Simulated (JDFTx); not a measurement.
Ca: geometry relaxation (part 2 of 2)

Continued. System: Ca (Fm-3m, 1 atom in the cell). Method: Kohn-Sham DFT of a periodic cell, PBE, PseudoDojo-SR-PBE-0.5-standard, no spin polarisation (JDFTx 1.7.0 (patched build)); cutoff 925.19 eV, 8×8×8 k-mesh, fermi-dirac of 0.05 eV. The structure derives from an entry of the Crystallography Open Database.

Geometry of the input (Å; fractional positions):
```
0.0000  2.7942  2.7942
2.7942  0.0000  2.7942
2.7942  2.7942  0.0000
Ca 0.0000  0.0000  0.0000
```

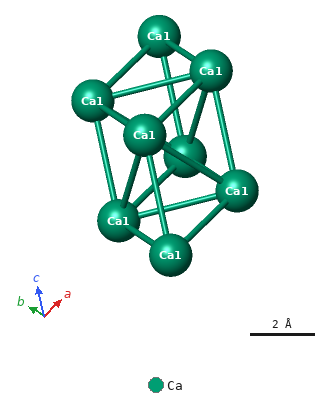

Fig. 1: The geometry at step 2 of the log (ball-and-stick view of the cell of the calculation, seen slightly off an axis; atoms are numbered from 1 in the order of the input).

What the program printed, continued
```
# Stress tensor in Cartesian coordinates [Eh/a0^3]:
[  1.67108e-05            0            0  ]
[            0  1.67108e-05            0  ]
[            0            0  1.67108e-05  ]

# Ionic positions in cartesian coordinates:
ion Ca   0.000000000000000   0.000000000000000   0.000000000000000 1

# Forces in Cartesian coordinates:
force Ca  -0.000000000000000   0.000000000000000   0.000000000000000 1

# Energy components:
   Eewald =      -21.7505444526422025
       EH =       10.0431153275877332
     Eloc =      -36.1971545423172714
      Enl =        3.3103438538430514
      Exc =       -7.2856097191997069
 Exc_core =        1.8173205544818194
       KE =       13.1678352885605783
-------------------------------------
     Etot =      -36.8946936896859938
       TS =        0.0004413084990402
-------------------------------------
        F =      -36.8951349981850356

LatticeMinimize: Iter:   1  F: -36.895134998185036  |grad|_K:  1.273e-03  alpha:  1.500e+01  linmin: -1.000e+00

#--- Lowdin population analysis ---
# oxidation-state Ca +0.504

-------- Electronic minimization -----------
Will mix electronic density at each iteration.
	FillingsUpdate:  mu: +0.175650422  nElectrons: 10.000000
	FillingsUpdate:  mu: +0.183429037  nElectrons: 10.000000
SCF: Cycle:  0   F: -36.895201733343526   dF: -1.897e-03   |Residual|: 1.412e-03   |deigs|: 5.292e-04
	FillingsUpdate:  mu: +0.183390108  nElectrons: 10.000000
SCF: Cycle:  1   F: -36.895205498419188   dF: -3.765e-06   |Residual|: 7.653e-04   |deigs|: 4.076e-04
	FillingsUpdate:  mu: +0.183339269  nElectrons: 10.000000
SCF: Cycle:  2   F: -36.895206556189784   dF: -1.058e-06   |Residual|: 2.998e-04   |deigs|: 4.935e-04
	FillingsUpdate:  mu: +0.183351399  nElectrons: 10.000000
SCF: Cycle:  3   F: -36.895206893958786   dF: -3.378e-07   |Residual|: 1.532e-04   |deigs|: 3.102e-04
	FillingsUpdate:  mu: +0.183341792  nElectrons: 10.000000
SCF: Cycle:  4   F: -36.895207001596098   dF: -1.076e-07   |Residual|: 1.241e-04   |deigs|: 2.281e-04
	FillingsUpdate:  mu: +0.183339301  nElectrons: 10.000000
SCF: Cycle:  5   F: -36.895207026607025   dF: -2.501e-08   |Residual|: 3.894e-05   |deigs|: 1.166e-04
	FillingsUpdate:  mu: +0.183337735  nElectrons: 10.000000
SCF: Cycle:  6   F: -36.895207034129804   dF: -7.523e-09   |Residual|: 2.058e-05   |deigs|: 1.898e-04
	FillingsUpdate:  mu: +0.183335804  nElectrons: 10.000000
SCF: Cycle:  7   F: -36.895207036365484   dF: -2.236e-09   |Residual|: 9.256e-06   |deigs|: 8.801e-05
	FillingsUpdate:  mu: +0.183335910  nElectrons: 10.000000
SCF: Cycle:  8   F: -36.895207037283463   dF: -9.180e-10   |Residual|: 6.701e-06   |deigs|: 9.028e-05
	FillingsUpdate:  mu: +0.183335296  nElectrons: 10.000000
SCF: Cycle:  9   F: -36.895207037789604   dF: -5.061e-10   |Residual|: 2.700e-06   |deigs|: 5.485e-05
SCF: Converged (|Delta E|<1.000000e-09 for 2 iters).

Setting wave functions to eigenvectors of Hamiltonian
# Lattice vectors:
R =
[            0      5.21734      5.21734  ]
[      5.21734            0      5.21734  ]
[      5.21734      5.21734            0  ]
unit cell volume = 284.038

# Strain tensor in Cartesian coordinates:
[   -0.0119193            0            0  ]
[            0   -0.0119193            0  ]
[            0            0   -0.0119193  ]

# Stress tensor in Cartesian coordinates [Eh/a0^3]:
[ -4.20052e-07            0            0  ]
[            0 -4.20052e-07            0  ]
[            0            0 -4.20052e-07  ]

# Ionic positions in cartesian coordinates:
ion Ca   0.000000000000000   0.000000000000000   0.000000000000000 1

# Forces in Cartesian coordinates:
force Ca  -0.000000000000000   0.000000000000000  -0.000000000000000 1

# Energy components:
   Eewald =      -21.9693653181156030
       EH =        9.9224561098320070
     Eloc =      -35.8663287611082495
      Enl =        3.3090686110798040
      Exc =       -7.2910174390547882
 Exc_core =        1.8173204493424118
       KE =       13.1830898722950121
-------------------------------------
     Etot =      -36.8947764757294081
       TS =        0.0004305620601973
-------------------------------------
        F =      -36.8952070377896035

LatticeMinimize: Iter:   2  F: -36.895207037789604  |grad|_K:  3.106e-05  alpha:  1.000e+00  linmin:  1.000e+00

#--- Lowdin population analysis ---
# oxidation-state Ca +0.503

-------- Electronic minimization -----------
Will mix electronic density at each iteration.
	FillingsUpdate:  mu: +0.183335296  nElectrons: 10.000000
	FillingsUpdate:  mu: +0.183156121  nElectrons: 10.000000
SCF: Cycle:  0   F: -36.895207031908122   dF: -1.002e-06   |Residual|: 1.958e-05   |deigs|: 3.162e-05
	FillingsUpdate:  mu: +0.183156315  nElectrons: 10.000000
SCF: Cycle:  1   F: -36.895207067817942   dF: -3.591e-08   |Residual|: 2.174e-05   |deigs|: 2.280e-05
	FillingsUpdate:  mu: +0.183156350  nElectrons: 10.000000
[... 6 further cycles ...]
SCF: Cycle:  8   F: -36.895207072485427   dF: -4.374e-10   |Residual|: 1.308e-05   |deigs|: 3.275e-05
	FillingsUpdate:  mu: +0.183158994  nElectrons: 10.000000
SCF: Cycle:  9   F: -36.895207072569796   dF: -8.437e-11   |Residual|: 9.227e-06   |deigs|: 4.051e-05
SCF: Converged (|Delta E|<1.000000e-09 for 2 iters).

Setting wave functions to eigenvectors of Hamiltonian
# Lattice vectors:
R =
[            0      5.21852      5.21852  ]
[      5.21852            0      5.21852  ]
[      5.21852      5.21852            0  ]
unit cell volume = 284.232

# Strain tensor in Cartesian coordinates:
[   -0.0116948            0            0  ]
[            0   -0.0116948            0  ]
[            0            0   -0.0116948  ]

# Stress tensor in Cartesian coordinates [Eh/a0^3]:
[ -1.76423e-07            0            0  ]
[            0 -1.76423e-07            0  ]
[            0            0 -1.76423e-07  ]

# Ionic positions in cartesian coordinates:
ion Ca   0.000000000000000   0.000000000000000   0.000000000000000 1

# Forces in Cartesian coordinates:
force Ca   0.000000000000000  -0.000000000000000  -0.000000000000000 1

# Energy components:
   Eewald =      -21.9643755225398714
       EH =        9.9251667007065620
     Eloc =      -35.8738029859630245
      Enl =        3.3090973002207669
      Exc =       -7.2908869631363000
 Exc_core =        1.8173204516769319
       KE =       13.1827047549993264
-------------------------------------
     Etot =      -36.8947762640356061
       TS =        0.0004308085341880
-------------------------------------
        F =      -36.8952070725697965

LatticeMinimize: Iter:   3  F: -36.895207072569796  |grad|_K:  1.306e-05  alpha:  1.000e+00  linmin: -1.000e+00

#--- Lowdin population analysis ---
# oxidation-state Ca +0.503

-------- Electronic minimization -----------
Will mix electronic density at each iteration.
	FillingsUpdate:  mu: +0.183158994  nElectrons: 10.000000
	FillingsUpdate:  mu: +0.183038408  nElectrons: 10.000000
SCF: Cycle:  0   F: -36.895207013599190   dF: -4.260e-07   |Residual|: 1.457e-05   |deigs|: 2.536e-05
	FillingsUpdate:  mu: +0.183038679  nElectrons: 10.000000
SCF: Cycle:  1   F: -36.895207049167709   dF: -3.557e-08   |Residual|: 1.812e-05   |deigs|: 2.163e-05
	FillingsUpdate:  mu: +0.183038428  nElectrons: 10.000000
SCF: Cycle:  2   F: -36.895207050727286   dF: -1.560e-09   |Residual|: 2.512e-05   |deigs|: 2.124e-05
	FillingsUpdate:  mu: +0.183039163  nElectrons: 10.000000
SCF: Cycle:  3   F: -36.895207051664975   dF: -9.377e-10   |Residual|: 1.084e-05   |deigs|: 3.936e-05
	FillingsUpdate:  mu: +0.183039484  nElectrons: 10.000000
SCF: Cycle:  4   F: -36.895207051885002   dF: -2.200e-10   |Residual|: 6.687e-06   |deigs|: 2.617e-05
SCF: Converged (|Delta E|<1.000000e-09 for 2 iters).

Setting wave functions to eigenvectors of Hamiltonian
LatticeMinimize: 	Wolfe criterion not satisfied: alpha: 1  (E-E0)/|gdotd0|: 0.906847  gdotd/gdotd0: -2.51974 (taking cubic step)

-------- Electronic minimization -----------
Will mix electronic density at each iteration.
	FillingsUpdate:  mu: +0.183039484  nElectrons: 10.000000
	FillingsUpdate:  mu: +0.183131365  nElectrons: 10.000000
SCF: Cycle:  0   F: -36.895207042668268   dF: -2.406e-07   |Residual|: 1.101e-05   |deigs|: 2.085e-05
	FillingsUpdate:  mu: +0.183131146  nElectrons: 10.000000
SCF: Cycle:  1   F: -36.895207069217669   dF: -2.655e-08   |Residual|: 1.350e-05   |deigs|: 2.053e-05
	FillingsUpdate:  mu: +0.183131336  nElectrons: 10.000000
SCF: Cycle:  2   F: -36.895207070233496   dF: -1.016e-09   |Residual|: 1.884e-05   |deigs|: 2.024e-05
	FillingsUpdate:  mu: +0.183130771  nElectrons: 10.000000
SCF: Cycle:  3   F: -36.895207070736006   dF: -5.025e-10   |Residual|: 7.581e-06   |deigs|: 2.334e-05
	FillingsUpdate:  mu: +0.183130530  nElectrons: 10.000000
SCF: Cycle:  4   F: -36.895207070839405   dF: -1.034e-10   |Residual|: 4.125e-06   |deigs|: 2.436e-05
SCF: Converged (|Delta E|<1.000000e-09 for 2 iters).

Setting wave functions to eigenvectors of Hamiltonian
LatticeMinimize: 	Wolfe criterion not satisfied: alpha: 0.238595  (E-E0)/|gdotd0|: 0.0758625  gdotd/gdotd0: 0.00503249 (taking cubic step)

-------- Electronic minimization -----------
Will mix electronic density at each iteration.
	FillingsUpdate:  mu: +0.183130530  nElectrons: 10.000000
	FillingsUpdate:  mu: +0.183152616  nElectrons: 10.000000
SCF: Cycle:  0   F: -36.895207059773085   dF: -4.218e-09   |Residual|: 1.128e-06   |deigs|: 2.212e-05
	FillingsUpdate:  mu: +0.183152637  nElectrons: 10.000000
SCF: Cycle:  1   F: -36.895207072337890   dF: -1.256e-08   |Residual|: 1.641e-06   |deigs|: 4.578e-05
	FillingsUpdate:  mu: +0.183152637  nElectrons: 10.000000
SCF: Cycle:  2   F: -36.895207072406158   dF: -6.827e-11   |Residual|: 1.815e-06   |deigs|: 2.492e-05
	FillingsUpdate:  mu: +0.183152622  nElectrons: 10.000000
SCF: Cycle:  3   F: -36.895207072448734   dF: -4.258e-11   |Residual|: 2.251e-06   |deigs|: 8.302e-05
SCF: Converged (|Delta E|<1.000000e-09 for 2 iters).

Setting wave functions to eigenvectors of Hamiltonian
LatticeMinimize: 	Wolfe criterion not satisfied: alpha: 0.0485295  (E-E0)/|gdotd0|: 0.00530752  gdotd/gdotd0: -0.0903287 (taking cubic step)

-------- Electronic minimization -----------
Will mix electronic density at each iteration.
	FillingsUpdate:  mu: +0.183152622  nElectrons: 10.000000
	FillingsUpdate:  mu: +0.183156605  nElectrons: 10.000000
SCF: Cycle:  0   F: -36.895207072082691   dF: -4.969e-11   |Residual|: 2.481e-07   |deigs|: 4.767e-05
	FillingsUpdate:  mu: +0.183156615  nElectrons: 10.000000
SCF: Cycle:  1   F: -36.895207072606659   dF: -5.240e-10   |Residual|: 4.482e-07   |deigs|: 1.677e-04
SCF: Converged (|Delta E|<1.000000e-09 for 2 iters).

Setting wave functions to eigenvectors of Hamiltonian
# Lattice vectors:
R =
[            0      5.21853      5.21853  ]
[      5.21853            0      5.21853  ]
[      5.21853      5.21853            0  ]
unit cell volume = 284.233

# Strain tensor in Cartesian coordinates:
[   -0.0116928            0            0  ]
[            0   -0.0116928            0  ]
[            0            0   -0.0116928  ]

# Stress tensor in Cartesian coordinates [Eh/a0^3]:
[  3.48288e-08            0            0  ]
[            0  3.48288e-08            0  ]
[            0            0  3.48288e-08  ]

# Ionic positions in cartesian coordinates:
ion Ca   0.000000000000000   0.000000000000000   0.000000000000000 1

# Forces in Cartesian coordinates:
force Ca   0.000000000000000  -0.000000000000000  -0.000000000000000 1

# Energy components:
   Eewald =      -21.9643299052351715
       EH =        9.9252314642100536
     Eloc =      -35.8739503536743740
      Enl =        3.3091026143790345
      Exc =       -7.2908942525416300
 Exc_core =        1.8173204516981118
       KE =       13.1827437188084726
-------------------------------------
     Etot =      -36.8947762623554993
       TS =        0.0004308102511625
-------------------------------------
        F =      -36.8952070726066594

LatticeMinimize: Iter:   4  F: -36.895207072606659  |grad|_K:  2.577e-06  alpha:  1.382e-02  linmin:  1.000e+00
LatticeMinimize: Converged (|Delta F|<1.000000e-06 for 2 iters).

#--- Lowdin population analysis ---
# oxidation-state Ca +0.503

Dumping 'run.eigStats' ...
	eMin: -1.360083 at state 0 ( [ +0.000000 +0.000000 +0.000000 ] spin 0 )
	HOMO: +0.181802 at state 23 ( [ +0.125000 +0.250000 -0.375000 ] spin 0 )
	mu  : +0.183157
	LUMO: +0.185709 at state 19 ( [ +0.000000 +0.375000 -0.375000 ] spin 0 )
	eMax: +0.376566 at state 28 ( [ +0.250000 +0.500000 -0.250000 ] spin 0 )
	HOMO-LUMO gap: +0.003907
	Optical gap  : +0.020366 at state 25 ( [ +0.125000 +0.375000 -0.375000 ] spin 0 )
Done!
```

Trajectory as extended XYZ (Å, eV, eV/Å), 5 frames, from step=0 to step=4
```
1
Lattice="0.0000 2.7942 2.7942 2.7942 0.0000 2.7942 2.7942 2.7942 0.0000" Properties=species:S:1:pos:R:3:forces:R:3 step=0 energy=-1003.96690
Ca    0.0000    0.0000    0.0000    0.0000   0.0000   0.0000
1
Lattice="0.0000 2.7887 2.7887 2.7887 0.0000 2.7887 2.7887 2.7887 0.0000" Properties=species:S:1:pos:R:3:forces:R:3 step=1 energy=-1003.96777
Ca    0.0000    0.0000    0.0000    0.0000   0.0000   0.0000
1
Lattice="0.0000 2.7609 2.7609 2.7609 0.0000 2.7609 2.7609 2.7609 0.0000" Properties=species:S:1:pos:R:3:forces:R:3 step=2 energy=-1003.96973
Ca    0.0000    0.0000    0.0000    0.0000   0.0000   0.0000
1
Lattice="0.0000 2.7615 2.7615 2.7615 0.0000 2.7615 2.7615 2.7615 0.0000" Properties=species:S:1:pos:R:3:forces:R:3 step=3 energy=-1003.96973
Ca    0.0000    0.0000    0.0000    0.0000   0.0000   0.0000
1
Lattice="0.0000 2.7615 2.7615 2.7615 0.0000 2.7615 2.7615 2.7615 0.0000" Properties=species:S:1:pos:R:3:forces:R:3 step=4 energy=-1003.96973
Ca    0.0000    0.0000    0.0000    0.0000   0.0000   0.0000
```

Summary

| quantity | value |
| --- | --- |
| outcome | converged |
| space group (tolerance 0.01 Å) | Fm-3m (225) |
| electrons treated | 10 |
| free energy | −1003.9697 eV |
| Fermi energy | 4.984 eV |
| gap on the k-point mesh | none (metallic) |
| pressure | 0.00 GPa |
| final volume | 42.12 Å³ |
| largest force (length of the vector) at the end | under 0.001 eV/Å |
| final cell | a = 3.905 Å, b = 3.905 Å, c = 3.905 Å, α = 60.00°, β = 60.00°, γ = 60.00° |
| hardware | 1 thread of Intel Xeon (Sapphire Rapids), 32 GiB of memory available, shared host |
| wall time | 2 min |
| peak memory | 0.08 GiB |
